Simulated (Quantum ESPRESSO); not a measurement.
# H on fcc sites of Ti(0001): a series in the coverage, part 5 of 9

Aim: how the results for H on fcc sites of Ti(0001) change with the coverage.

Quantum ESPRESSO 7.5; plane-wave DFT, PBE, GBRV ultrasoft pseudopotentials.

So far. Step 6 (Self-consistent run, 0 ML): The vacuum levels are read from the outermost 0.7 Å of the cell on either side. Step 6 (Self-consistent run, 0 ML): Inside the slab this potential holds the local part of the pseudopotentials, which can be repulsive at the nuclei; only its value in the vacuum has a meaning of its own.

**7. Relaxation with pw.x, 0.1111 ML**

System of this step: Ti(0001), 3 layers, 9 sites a cell, 1 H on fcc sites. The cell holds 28 atoms: 27 Ti and 1 H. Cell: a = 8.818 Å, b = 8.818 Å, c = 19.383 Å, α = 90.0°, β = 90.0°, γ = 60.0°. It derives from Ti. Vacuum lies along c.

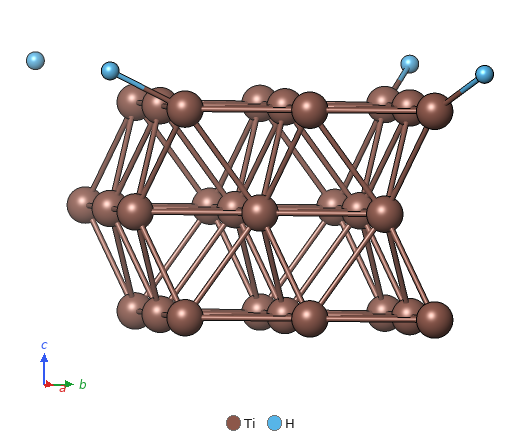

The cell of this step (titanium brown, hydrogen blue). Bonds to atoms that aren't drawn are left out. Some periodic images of atoms are drawn too.

m1.relax.in

```
&control
  prefix = 'm1.relax'
  outdir = './out'
  pseudo_dir = './pseudo'
  nstep = 70
  forc_conv_thr = 0.0015
  calculation = 'relax'
/
&system
  ibrav = 0
  nat = 28
  ntyp = 2
  ecutwfc = 40
  ecutrho = 200
  occupations = 'smearing'
  smearing = 'mv'
  degauss = 0.02
/
&electrons
  conv_thr = 1e-07
  mixing_beta = 0.3
  electron_maxstep = 120
  mixing_mode = 'local-TF'
/
&ions
/
ATOMIC_SPECIES
  Ti  47.8670  ti_pbe_v1.4.uspp.F.UPF
  H   1.0080  h_pbe_v1.4.uspp.F.UPF
CELL_PARAMETERS angstrom
  8.81792672700000 0.00000000000000 0.00000000000000
  4.40896336350000 7.63654855429177 0.00000000000000
  0.00000000000000 0.00000000000000 19.38329014445180
ATOMIC_POSITIONS crystal
  Ti  0.888888888900 0.888888888900 0.358073741584 0 0 0
  Ti  0.888888888900 0.222222222200 0.358073741584 0 0 0
  Ti  0.888888888900 0.555555555600 0.358073741584 0 0 0
  Ti  0.222222222200 0.888888888900 0.358073741584 0 0 0
  Ti  0.222222222200 0.222222222200 0.358073741584 0 0 0
  Ti  0.222222222200 0.555555555600 0.358073741584 0 0 0
  Ti  0.555555555600 0.888888888900 0.358073741584 0 0 0
  Ti  0.555555555600 0.222222222200 0.358073741584 0 0 0
  Ti  0.555555555600 0.555555555600 0.358073741584 0 0 0
  Ti  0.111111111100 0.111111111100 0.477890330857 0 0 0
  Ti  0.111111111100 0.444444444500 0.477890330857 0 0 0
  Ti  0.111111111100 0.777777777800 0.477890330857 0 0 0
  Ti  0.444444444500 0.111111111100 0.477890330857 0 0 0
  Ti  0.444444444500 0.444444444500 0.477890330857 0 0 0
  Ti  0.444444444500 0.777777777800 0.477890330857 0 0 0
  Ti  0.777777777800 0.111111111100 0.477890330857 0 0 0
  Ti  0.777777777800 0.444444444500 0.477890330857 0 0 0
  Ti  0.777777777800 0.777777777800 0.477890330857 0 0 0
  Ti  0.888888888900 0.888888888900 0.597706920130
  Ti  0.888888888900 0.222222222200 0.597706920130
  Ti  0.888888888900 0.555555555600 0.597706920130
  Ti  0.222222222200 0.888888888900 0.597706920130
  Ti  0.222222222200 0.222222222200 0.597706920130
  Ti  0.222222222200 0.555555555600 0.597706920130
  Ti  0.555555555600 0.888888888900 0.597706920130
  Ti  0.555555555600 0.222222222200 0.597706920130
  Ti  0.555555555600 0.555555555600 0.597706920130
  H   0.000000000000 0.000000000000 0.641926258416
K_POINTS automatic
  3 3 1 0 0 0
```

Started as:

```bash
> OMP_NUM_THREADS=1 mpirun -n 16 pw.x -nk 1 -in m1.relax.in > m1.relax.out
```

The log of the run:

```text
[banner, memory and clock lines left out]
Program PWSCF v.7.5 starts
[...]
Message from routine setup:
[...]
number of electrons       =       325.00
     number of Kohn-Sham states=          196
     kinetic-energy cutoff     =      40.0000  Ry
     charge density cutoff     =     200.0000  Ry
[...]
number of k points=     3  Marzari-Vanderbilt smearing, width (Ry)=  0.0200
[...]
Dense  grid:   420681 G-vectors     FFT dimensions: (  75,  75, 180)
[...]
negative rho (up, down):  4.685E-02 0.000E+00
     Starting wfcs are  271 randomized atomic wfcs
[...]
negative rho (up, down):  7.292E-02 0.000E+00
[...]
estimated scf accuracy    <      20.10082039 Ry
[...]
negative rho (up, down):  1.863E-01 0.000E+00
[...]
estimated scf accuracy    <      10.58335730 Ry
[...]
negative rho (up, down):  1.515E-01 0.000E+00
[...]
estimated scf accuracy    <       4.34886428 Ry
[...]
negative rho (up, down):  1.648E-01 0.000E+00
[...]
estimated scf accuracy    <       0.32700131 Ry
[...]
negative rho (up, down):  1.347E-01 0.000E+00
[...]
estimated scf accuracy    <       1.44863158 Ry
[...]
negative rho (up, down):  1.352E-01 0.000E+00
[...]
estimated scf accuracy    <       0.63634325 Ry
[...]
negative rho (up, down):  1.314E-01 0.000E+00
[...]
estimated scf accuracy    <       0.36911975 Ry
[...]
negative rho (up, down):  1.213E-01 0.000E+00
[...]
estimated scf accuracy    <       0.10255327 Ry
[...]
negative rho (up, down):  1.112E-01 0.000E+00
[...]
estimated scf accuracy    <       0.11123410 Ry
[...]
negative rho (up, down):  8.554E-02 0.000E+00
[...]
estimated scf accuracy    <       0.02821499 Ry
[...]
negative rho (up, down):  6.713E-02 0.000E+00
[...]
estimated scf accuracy    <       0.00423170 Ry
[...]
negative rho (up, down):  5.268E-02 0.000E+00
[...]
estimated scf accuracy    <       0.00380542 Ry
[...]
negative rho (up, down):  3.999E-02 0.000E+00
[...]
estimated scf accuracy    <       0.00098076 Ry
[...]
negative rho (up, down):  3.610E-02 0.000E+00
[...]
estimated scf accuracy    <       0.00235025 Ry
[...]
negative rho (up, down):  2.942E-02 0.000E+00
[...]
estimated scf accuracy    <       0.00062590 Ry
[...]
negative rho (up, down):  2.807E-02 0.000E+00
[...]
estimated scf accuracy    <       0.00004747 Ry
[...]
negative rho (up, down):  2.771E-02 0.000E+00
[...]
estimated scf accuracy    <       0.00005826 Ry
[...]
negative rho (up, down):  2.697E-02 0.000E+00
[...]
estimated scf accuracy    <       0.00003083 Ry
[...]
negative rho (up, down):  2.678E-02 0.000E+00
[...]
estimated scf accuracy    <       0.00000708 Ry
[...]
negative rho (up, down):  2.652E-02 0.000E+00
[...]
estimated scf accuracy    <       0.00000223 Ry
[...]
negative rho (up, down):  2.636E-02 0.000E+00
[...]
estimated scf accuracy    <       0.00000035 Ry
[...]
negative rho (up, down):  2.640E-02 0.000E+00
[...]
estimated scf accuracy    <       0.00000031 Ry
[...]
negative rho (up, down):  2.632E-02 0.000E+00
[...]
estimated scf accuracy    <       0.00000015 Ry
[...]
negative rho (up, down):  2.626E-02 0.000E+00
[...]
the Fermi energy is     2.1839 ev
!    total energy              =   -3219.74859199 Ry
     estimated scf accuracy    <       0.00000007 Ry
     smearing contrib. (-TS)   =      -0.02592007 Ry
     internal energy E=F+TS    =   -3219.72267192 Ry
[...]
one-electron contribution =  -15480.46279524 Ry
     hartree contribution      =    7714.66675121 Ry
     xc contribution           =    -486.28907129 Ry
     ewald contribution        =    5032.36244341 Ry
     convergence has been achieved in  24 iterations
     negative rho (up, down):  2.626E-02 0.000E+00
[...]
Total force =     0.055457     Total SCF correction =     0.000357
[...]
negative rho (up, down):  2.627E-02 0.000E+00
[...]
negative rho (up, down):  2.501E-02 0.000E+00
[...]
estimated scf accuracy    <       0.27016671 Ry
[...]
negative rho (up, down):  2.462E-02 0.000E+00
[...]
estimated scf accuracy    <       0.03714428 Ry
[...]
negative rho (up, down):  2.411E-02 0.000E+00
[...]
estimated scf accuracy    <       0.00494555 Ry
[...]
negative rho (up, down):  2.419E-02 0.000E+00
[...]
estimated scf accuracy    <       0.00134517 Ry
[...]
negative rho (up, down):  2.379E-02 0.000E+00
[...]
estimated scf accuracy    <       0.00666610 Ry
[...]
negative rho (up, down):  2.385E-02 0.000E+00
[...]
estimated scf accuracy    <       0.00036156 Ry
[...]
negative rho (up, down):  2.402E-02 0.000E+00
[...]
estimated scf accuracy    <       0.00017801 Ry
[...]
negative rho (up, down):  2.429E-02 0.000E+00
[...]
estimated scf accuracy    <       0.00006930 Ry
[...]
negative rho (up, down):  2.476E-02 0.000E+00
[...]
estimated scf accuracy    <       0.00002320 Ry
[...]
negative rho (up, down):  2.524E-02 0.000E+00
[...]
estimated scf accuracy    <       0.00002977 Ry
[...]
negative rho (up, down):  2.551E-02 0.000E+00
[...]
estimated scf accuracy    <       0.00002032 Ry
[...]
negative rho (up, down):  2.592E-02 0.000E+00
[...]
estimated scf accuracy    <       0.00000655 Ry
[...]
negative rho (up, down):  2.608E-02 0.000E+00
[...]
estimated scf accuracy    <       0.00000398 Ry
[...]
negative rho (up, down):  2.616E-02 0.000E+00
[...]
estimated scf accuracy    <       0.00000188 Ry
[...]
negative rho (up, down):  2.623E-02 0.000E+00
[...]
estimated scf accuracy    <       0.00000060 Ry
[...]
negative rho (up, down):  2.629E-02 0.000E+00
[...]
the Fermi energy is     2.1825 ev
!    total energy              =   -3219.75154189 Ry
     estimated scf accuracy    <       0.00000007 Ry
     smearing contrib. (-TS)   =      -0.02584460 Ry
     internal energy E=F+TS    =   -3219.72569729 Ry
[...]
one-electron contribution =  -15505.25082426 Ry
     hartree contribution      =    7727.07666263 Ry
     xc contribution           =    -486.31091811 Ry
     ewald contribution        =    5044.75938245 Ry
     convergence has been achieved in  16 iterations
     negative rho (up, down):  2.629E-02 0.000E+00
[...]
Total force =     0.050990     Total SCF correction =     0.000121
[...]
WARNING: bfgs curvature condition failed, Theta= 0.871
[...]
negative rho (up, down):  2.625E-02 0.000E+00
[...]
negative rho (up, down):  2.638E-02 0.000E+00
[...]
estimated scf accuracy    <       0.00003708 Ry
[...]
negative rho (up, down):  2.654E-02 0.000E+00
[...]
estimated scf accuracy    <       0.00004014 Ry
[...]
negative rho (up, down):  2.674E-02 0.000E+00
[...]
estimated scf accuracy    <       0.00000885 Ry
[...]
negative rho (up, down):  2.698E-02 0.000E+00
[...]
estimated scf accuracy    <       0.00000080 Ry
[...]
negative rho (up, down):  2.709E-02 0.000E+00
[...]
estimated scf accuracy    <       0.00000100 Ry
[...]
negative rho (up, down):  2.711E-02 0.000E+00
[...]
estimated scf accuracy    <       0.00000015 Ry
[...]
negative rho (up, down):  2.712E-02 0.000E+00
[...]
estimated scf accuracy    <       0.00000005 Ry
[...]
negative rho (up, down):  2.713E-02 0.000E+00
[...]
estimated scf accuracy    <       0.00000002 Ry
[...]
negative rho (up, down):  2.714E-02 0.000E+00
[...]
estimated scf accuracy    <       0.00000002 Ry
[...]
negative rho (up, down):  2.714E-02 0.000E+00
[...]
the Fermi energy is     2.1787 ev
!    total energy              =   -3219.75859232 Ry
     estimated scf accuracy    <          3.3E-09 Ry
     smearing contrib. (-TS)   =      -0.02560705 Ry
     internal energy E=F+TS    =   -3219.73298527 Ry
[...]
one-electron contribution =  -15576.92818376 Ry
     hartree contribution      =    7762.93936537 Ry
     xc contribution           =    -486.37809998 Ry
     ewald contribution        =    5080.63393311 Ry
     convergence has been achieved in  21 iterations
     negative rho (up, down):  2.714E-02 0.000E+00
[...]
Total force =     0.038416     Total SCF correction =     0.000132
[...]
negative rho (up, down):  3.065E-02 0.000E+00
[...]
negative rho (up, down):  2.791E-02 0.000E+00
[...]
estimated scf accuracy    <       1.85023740 Ry
[...]
negative rho (up, down):  2.660E-02 0.000E+00
[...]
estimated scf accuracy    <       0.20430686 Ry
[...]
negative rho (up, down):  2.517E-02 0.000E+00
[...]
estimated scf accuracy    <       0.03826559 Ry
[...]
negative rho (up, down):  2.541E-02 0.000E+00
[...]
estimated scf accuracy    <       0.01335129 Ry
[...]
negative rho (up, down):  2.415E-02 0.000E+00
[...]
estimated scf accuracy    <       0.07085591 Ry
[...]
negative rho (up, down):  2.418E-02 0.000E+00
[...]
estimated scf accuracy    <       0.00530083 Ry
[...]
negative rho (up, down):  2.458E-02 0.000E+00
[...]
estimated scf accuracy    <       0.00062574 Ry
[...]
negative rho (up, down):  2.490E-02 0.000E+00
[...]
estimated scf accuracy    <       0.00094150 Ry
[...]
negative rho (up, down):  2.567E-02 0.000E+00
[...]
estimated scf accuracy    <       0.00028113 Ry
[...]
negative rho (up, down):  2.717E-02 0.000E+00
[...]
estimated scf accuracy    <       0.00009859 Ry
[...]
negative rho (up, down):  2.774E-02 0.000E+00
[...]
estimated scf accuracy    <       0.00012856 Ry
[...]
negative rho (up, down):  2.928E-02 0.000E+00
[...]
estimated scf accuracy    <       0.00007576 Ry
[...]
negative rho (up, down):  2.967E-02 0.000E+00
[...]
estimated scf accuracy    <       0.00004324 Ry
[...]
negative rho (up, down):  2.989E-02 0.000E+00
[...]
estimated scf accuracy    <       0.00000547 Ry
[...]
negative rho (up, down):  3.024E-02 0.000E+00
[...]
estimated scf accuracy    <       0.00000160 Ry
[...]
negative rho (up, down):  3.039E-02 0.000E+00
[...]
estimated scf accuracy    <       0.00000062 Ry
[...]
negative rho (up, down):  3.042E-02 0.000E+00
[...]
estimated scf accuracy    <       0.00000020 Ry
[...]
negative rho (up, down):  3.044E-02 0.000E+00
[...]
estimated scf accuracy    <       0.00000004 Ry
[...]
negative rho (up, down):  3.045E-02 0.000E+00
[...]
estimated scf accuracy    <       0.00000005 Ry
[...]
negative rho (up, down):  3.046E-02 0.000E+00
[...]
estimated scf accuracy    <       0.00000002 Ry
[...]
negative rho (up, down):  3.045E-02 0.000E+00
[...]
the Fermi energy is     2.1756 ev
!    total energy              =   -3219.76334878 Ry
     estimated scf accuracy    <          4.0E-09 Ry
     smearing contrib. (-TS)   =      -0.02535234 Ry
     internal energy E=F+TS    =   -3219.73799644 Ry
[...]
one-electron contribution =  -15644.97165265 Ry
     hartree contribution      =    7796.99802277 Ry
     xc contribution           =    -486.44538477 Ry
     ewald contribution        =    5114.68101821 Ry
     convergence has been achieved in  21 iterations
     negative rho (up, down):  3.045E-02 0.000E+00
[...]
Total force =     0.027093     Total SCF correction =     0.000085
[...]
the Fermi energy is     2.1719 ev
!    total energy              =   -3219.76712310 Ry
     estimated scf accuracy    <          1.6E-09 Ry
     smearing contrib. (-TS)   =      -0.02488254 Ry
     internal energy E=F+TS    =   -3219.74224056 Ry
[...]
one-electron contribution =  -15752.15903854 Ry
     hartree contribution      =    7850.66763957 Ry
     xc contribution           =    -486.55869470 Ry
     ewald contribution        =    5168.30785311 Ry
     convergence has been achieved in  24 iterations
     negative rho (up, down):  2.922E-02 0.000E+00
[...]
Total force =     0.014558     Total SCF correction =     0.000056
[...]
negative rho (up, down):  2.758E-02 0.000E+00
[...]
negative rho (up, down):  2.602E-02 0.000E+00
[...]
estimated scf accuracy    <       0.48914624 Ry
[...]
negative rho (up, down):  2.542E-02 0.000E+00
[...]
estimated scf accuracy    <       0.05803923 Ry
[...]
negative rho (up, down):  2.464E-02 0.000E+00
[...]
estimated scf accuracy    <       0.00850114 Ry
[...]
negative rho (up, down):  2.487E-02 0.000E+00
[...]
estimated scf accuracy    <       0.00338136 Ry
[...]
negative rho (up, down):  2.410E-02 0.000E+00
[...]
estimated scf accuracy    <       0.01434603 Ry
[...]
negative rho (up, down):  2.415E-02 0.000E+00
[...]
estimated scf accuracy    <       0.00101241 Ry
[...]
negative rho (up, down):  2.445E-02 0.000E+00
[...]
estimated scf accuracy    <       0.00015294 Ry
[...]
negative rho (up, down):  2.470E-02 0.000E+00
[...]
estimated scf accuracy    <       0.00020092 Ry
[...]
negative rho (up, down):  2.513E-02 0.000E+00
[...]
estimated scf accuracy    <       0.00004433 Ry
[...]
negative rho (up, down):  2.600E-02 0.000E+00
[...]
estimated scf accuracy    <       0.00002868 Ry
[...]
negative rho (up, down):  2.653E-02 0.000E+00
[...]
estimated scf accuracy    <       0.00000635 Ry
[...]
negative rho (up, down):  2.708E-02 0.000E+00
[...]
estimated scf accuracy    <       0.00001077 Ry
[...]
negative rho (up, down):  2.738E-02 0.000E+00
[...]
estimated scf accuracy    <       0.00000077 Ry
[...]
negative rho (up, down):  2.744E-02 0.000E+00
[...]
estimated scf accuracy    <       0.00000140 Ry
[...]
negative rho (up, down):  2.755E-02 0.000E+00
[...]
estimated scf accuracy    <       0.00000052 Ry
[...]
negative rho (up, down):  2.760E-02 0.000E+00
[...]
estimated scf accuracy    <       0.00000023 Ry
[...]
negative rho (up, down):  2.764E-02 0.000E+00
[...]
estimated scf accuracy    <       0.00000007 Ry
[...]
negative rho (up, down):  2.765E-02 0.000E+00
[...]
estimated scf accuracy    <       0.00000025 Ry
[...]
negative rho (up, down):  2.765E-02 0.000E+00
[...]
estimated scf accuracy    <       0.00000002 Ry
[...]
negative rho (up, down):  2.765E-02 0.000E+00
[...]
estimated scf accuracy    <       0.00000008 Ry
[...]
negative rho (up, down):  2.765E-02 0.000E+00
[...]
estimated scf accuracy    <       0.00000002 Ry
[...]
negative rho (up, down):  2.765E-02 0.000E+00
[...]
```

Wall time 26 min (16 MPI ranks of Arm Neoverse V2, shared host); peak memory 3.6 GiB.

Relaxation path:

| step | energy less that of the first step (eV) | largest force (eV/Å) |
| --- | --- | --- |
| 1 | 0.0000 | 0.5964 |
| 2 | -0.0401 | 0.5344 |
| 3 | -0.0811 | 0.4654 |
| 4 | -0.1361 | 0.3627 |
| 5 | -0.2008 | 0.2410 |
| 6 | -0.2521 | 0.1325 |
| 7 | -0.2574 | 0.1510 |
| 8 | -0.2606 | 0.1309 |
| 9 | -0.2646 | 0.0802 |
| 10 | -0.2668 | 0.0353 |
| 11 | -0.2670 | 0.0329 |

The atoms that moved most (Å):

| atom | dx | dy | dz | length |
| --- | --- | --- | --- | --- |
| H28 | 0.000 | 0.000 | 0.129 | 0.129 |
| Ti23 | 0.012 | 0.007 | -0.125 | 0.125 |
| Ti24 | 0.000 | -0.014 | -0.125 | 0.125 |
| Ti26 | -0.012 | 0.007 | -0.125 | 0.125 |
| Ti25 | 0.000 | -0.005 | -0.118 | 0.118 |
| Ti21 | -0.004 | 0.002 | -0.118 | 0.118 |
| Ti27 | 0.004 | 0.002 | -0.118 | 0.118 |
| Ti19 | 0.028 | 0.016 | -0.093 | 0.099 |

The relaxed structure:

```cif
data_structure
_symmetry_space_group_name_H-M 'P 1'
_symmetry_Int_Tables_number 1
_cell_length_a 8.8179
_cell_length_b 8.8179
_cell_length_c 19.3833
_cell_angle_alpha 90.000
_cell_angle_beta 90.000
_cell_angle_gamma 60.000
_cell_volume 1305.24
loop_
_atom_site_label
_atom_site_type_symbol
_atom_site_fract_x
_atom_site_fract_y
_atom_site_fract_z
_atom_site_occupancy
Ti1 Ti 0.88889 0.88889 0.35807 1
Ti2 Ti 0.88889 0.22222 0.35807 1
Ti3 Ti 0.88889 0.55556 0.35807 1
Ti4 Ti 0.22222 0.88889 0.35807 1
Ti5 Ti 0.22222 0.22222 0.35807 1
Ti6 Ti 0.22222 0.55556 0.35807 1
Ti7 Ti 0.55556 0.88889 0.35807 1
Ti8 Ti 0.55556 0.22222 0.35807 1
Ti9 Ti 0.55556 0.55556 0.35807 1
Ti10 Ti 0.11111 0.11111 0.47789 1
Ti11 Ti 0.11111 0.44444 0.47789 1
Ti12 Ti 0.11111 0.77778 0.47789 1
Ti13 Ti 0.44444 0.11111 0.47789 1
Ti14 Ti 0.44444 0.44444 0.47789 1
Ti15 Ti 0.44444 0.77778 0.47789 1
Ti16 Ti 0.77778 0.11111 0.47789 1
Ti17 Ti 0.77778 0.44444 0.47789 1
Ti18 Ti 0.77778 0.77778 0.47789 1
Ti19 Ti 0.89103 0.89103 0.59291 1
Ti20 Ti 0.89103 0.21794 0.59291 1
Ti21 Ti 0.88825 0.55588 0.59164 1
Ti22 Ti 0.21794 0.89103 0.59291 1
Ti23 Ti 0.22315 0.22315 0.59128 1
Ti24 Ti 0.22315 0.55369 0.59128 1
Ti25 Ti 0.55588 0.88825 0.59164 1
Ti26 Ti 0.55369 0.22315 0.59128 1
Ti27 Ti 0.55588 0.55588 0.59164 1
H28 H 0.00000 0.00000 0.64856 1
```

The relaxation lowers the energy by 10 meV an atom. On the free atoms the largest force ends at 0.033 eV/Å.

This step gave:

| Item | Value |
| --- | --- |
| free energy | -43807.1783 eV |
| Fermi energy | 2.172 eV |

(Part 5 of 9 ends here.)

[Logs are printed without paths, hosts, clocks, repeated set-up lines and the standing remarks that a program may print on its own settings, such as how far it seeks lower states.]

[Hosts, paths, dates, database ids (printed as entryN), source tags and the programs' standing remarks are cut or masked in the printed files.]

[Maps of the electrostatic potential energy from Ansatz leave out the sawtooth potential of an applied field or a dipole correction, so their vacuum need not be flat; planar profiles and work functions include it.]
